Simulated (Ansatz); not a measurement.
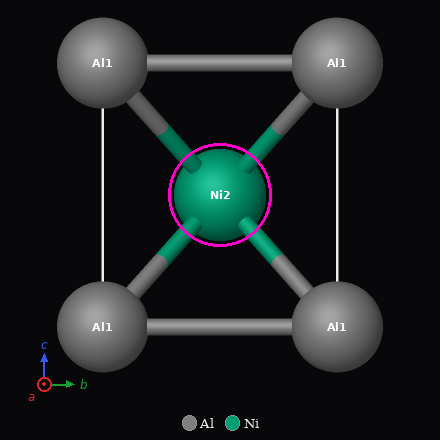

The system is AlNi (Cmmm, No. 65; 2 atoms in the cell); the picture shows the reference structure. Atom Ni2 is moved over a plane while all other atoms and the cell stay fixed (its periodic images move with it) (x along [1 0 0], y along [0 1 0], z along [0 0 1] of the conventional cell). First axis: shift of Ni2 along the Cartesian direction [1 1 0]. Second axis: shift of Ni2 along z. Grid: 5 × 5 points; 9 points were computed and 16 follow by symmetry. Points are written as (first, second). Energies: eV per cell, counted from the lowest grid point. The runs have no spin polarisation; a magnetic state may lie lower. The reference cell is the one listed in the database, not relaxed at this level. Method: DFT PBEsol, scalar-relativistic, plane waves, PAW (Ansatz 0.2.0). Settings: cutoff 420 eV, k-mesh 18×18×16 in the order of the run's cell vectors, gaussian smearing 0.15 eV, no spin polarisation.

Its coordinates:

```
CELL_PARAMETERS angstrom
1.93869 -1.95319 0.00000
1.93869 1.95319 0.00000
0.00000 0.00000 3.09943
ATOMIC_POSITIONS crystal
Al 0.00000 0.00000 0.00000
Ni 0.50000 0.50000 0.50000
```

Range: shift of Ni2 along the Cartesian direction [1 1 0] from −0.450 to 0.450 Å; shift of Ni2 along z from −0.450 to 0.450 Å.

What will the energy surface look like?

The lowest grid point is at (0.000 Å, 0.000 Å). No other kind of well shows on this grid. The highest grid point, (−0.450 Å, −0.450 Å), lies 1.68 eV above the lowest. Near the minimum the well is nearly round, with a curvature of about 6.1 eV/Å².

```tsv
second ↓, first →	−0.450	−0.225	0.000	0.225	0.450
0.450	1.68	0.92	0.66	0.92	1.68
0.225	0.85	0.34	0.16	0.34	0.85
0.000	0.57	0.15	0.00	0.15	0.57
−0.225	0.85	0.34	0.16	0.34	0.85
−0.450	1.68	0.92	0.66	0.92	1.68
```

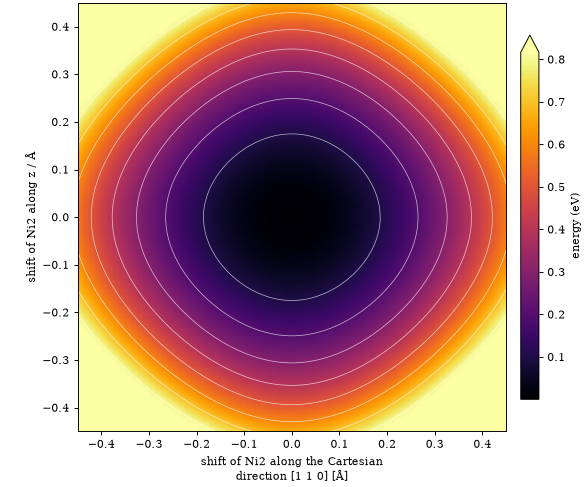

Drawn: a smooth colour map with a few white contour lines, one colour for all values above the top of the scale. Between grid points the surface is interpolated.
